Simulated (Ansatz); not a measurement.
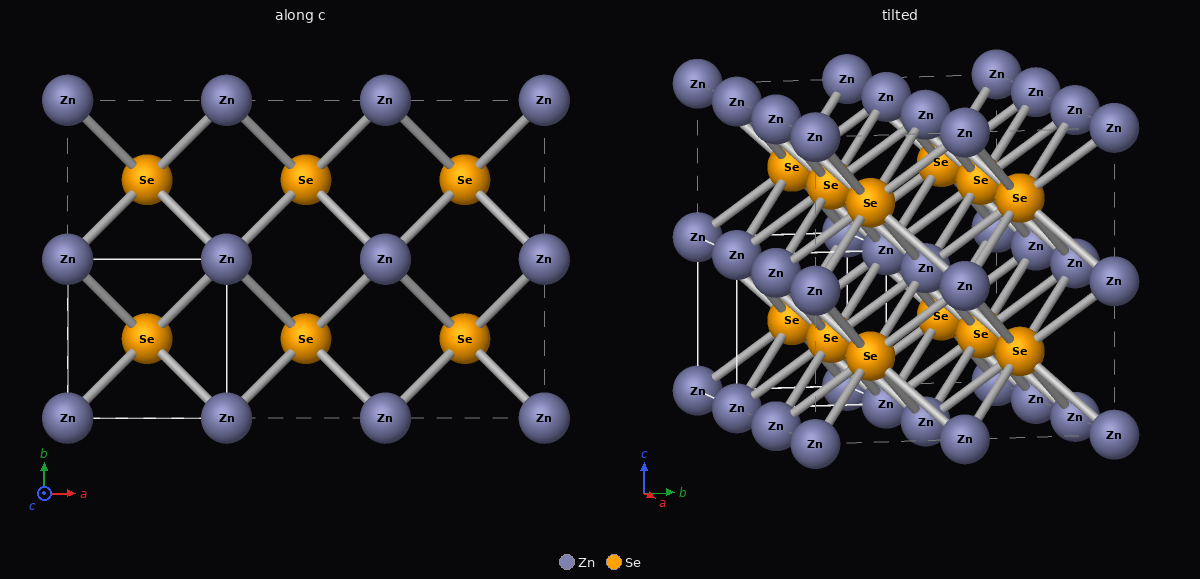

The image is a ball-and-stick drawing of a crystal, viewed along the c axis and slightly off an axis. Solid lines give the conventional unit cell, repeated here 3×2×2 times.

ZnSe, space group Pm-3m (No. 221), a = 3.33 Å, b = 3.33 Å, c = 3.33 Å, α = 90.00°, β = 90.00°, γ = 90.00°.

All computed values are from Ansatz, DFT, HSE06, plane waves, PAW. Settings: an energy cutoff of 420 eV, the zone sampled with 4×4×4 points, Fermi-Dirac smearing of 0.02 eV, no spin polarisation.

**Metal or not?**

A metal: bands cross the Fermi level.

**What is the pressure at this volume?**

The computed pressure is 1.7 GPa (compressed: it would expand).

Its origin is a structure type filled with these elements by a generator (whether the compound takes this form wasn't checked). Earlier steps of the study may have refined or changed the cell and positions. Ansatz was used for an electronic-structure calculation on it.
